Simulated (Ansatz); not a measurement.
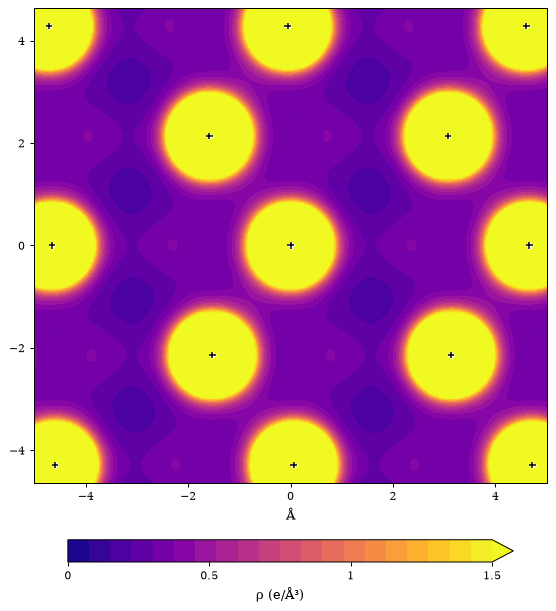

The valence pseudo-density on a plane through atoms (crosses mark nuclei in the plane).

Level of theory: DFT, PBE, PAW with Ansatz's default frozen-core files, scalar-relativistic in Ansatz.

Candidates:
A. Ru, a = 4.67 Å, b = 2.72 Å, c = 4.28 Å, α = 90.21°, β = 90.78°, γ = 90.29°. Space group P-1; changed on purpose from its base cell (equal xy, yz and zx shear strains of -1 %, PAW files); computed pressure about 5 GPa in this cell; computed without spin polarisation.
B. TaC, a = 4.36 Å, b = 4.36 Å, c = 4.36 Å, α = 90.00°, β = 90.00°, γ = 90.00°. Space group Fm-3m; computed pressure about 29 GPa in this cell; computed without spin polarisation.
C. InSb, a = 6.48 Å, b = 6.48 Å, c = 6.48 Å, α = 90.00°, β = 90.00°, γ = 90.00°. Space group F-43m; computed pressure about 3 GPa in this cell.

### Which candidate gave the map?

Candidate A: Ru on the (010) plane of the standardised cell, which holds Ru. Ru–Ru (2.63 Å): ρ is about 0.44 e/Å³ halfway.
